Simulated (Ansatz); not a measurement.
```xyz
42
Lattice="9.4976 0.0000 0.0000 -4.7488 8.2252 0.0000 0.0000 0.0000 8.8341" Properties=species:S:1:pos:R:3 pbc="T T T"
Si    1.1854    1.3650    1.5762
Si    5.9342    4.1067    4.5209
Si    1.1854    6.8485    7.4656
Si    3.5634    1.3767    1.3685
Si   -1.1854    4.1185    4.3133
Si    3.5634    6.8602    7.2579
Si   -0.5840    7.4454    2.0020
Si   -0.5841    1.9620    4.9467
Si    4.1648    4.7037    7.8914
Si    0.5841    3.5214    0.9427
Si    5.3329    6.2632    3.8875
Si    5.3328    0.7797    6.8321
Si    7.7228    0.3441    1.5762
Si    2.9740    3.0858    4.5209
Si   -1.7748    5.8275    7.4656
Si    6.5236    2.3976    1.3685
Si    1.7748    5.1393    4.3133
Si   -2.9740    7.8810    7.2579
Si   -1.4071    3.9966    2.0020
Si    3.3416    6.7384    4.9467
Si    3.3417    1.2549    7.8914
Si    1.4071    6.9703    0.9427
Si    1.4072    1.4868    3.8875
Si    6.1559    4.2286    6.8321
Si    5.3382    6.5161    1.5762
Si    5.3382    1.0327    4.5209
Si    0.5894    3.7744    7.4656
Si    4.1594    4.4508    1.3685
Si   -0.5894    7.1925    4.3133
Si   -0.5894    1.7091    7.2579
Si   -1.9912    5.9587    0.9427
Si    7.5065    0.4752    3.8875
Si    2.7576    3.2170    6.8321
Si    1.9912    5.0082    2.0020
Si   -2.7577    7.7500    4.9467
Si    6.7400    2.2665    7.8914
C     4.7489    2.7417    2.1572
C     0.0000    5.4835    5.1020
C     0.0000    0.0000    8.0466
C     0.0000    0.0000    0.7875
C     4.7489    2.7417    3.7322
C     0.0000    5.4835    6.6769
```

Space group R-3; a generated structure, not necessarily the stable one; changed on purpose from its base cell (volume × 0.97, shape and atoms relaxed); computed pressure about 3 GPa in this cell.

These are results of Ansatz, DFT PBE, scalar-relativistic, plane waves, PAW, not measurements.

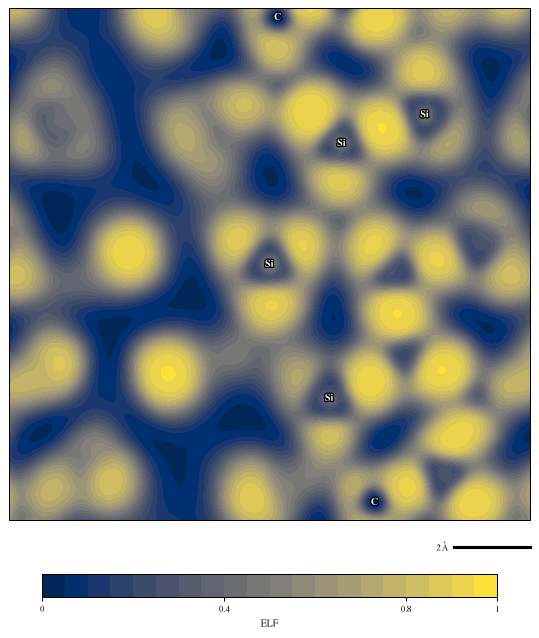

Si₆C. Electron localisation function on the (111) plane of the conventional cell.

Core electrons are frozen (PAW), and the valence fields are smoothed inside the atomic spheres.

### Describe what can be read from this map.

- Atoms in the plane: Si and C.
- Atoms just off the plane (Si, 0.3 Å away and C, 0.5 Å away) can leave unmarked features too.
- Si–Si (2.30 Å): the ELF peaks at about 0.95 between the atoms, as expected for a covalent bond.

### Metal or insulator at this level of theory?

It is gapped, with a Kohn–Sham gap of 0.57 eV on the k-point mesh (the band edges may lie off the mesh, which would make the gap smaller).
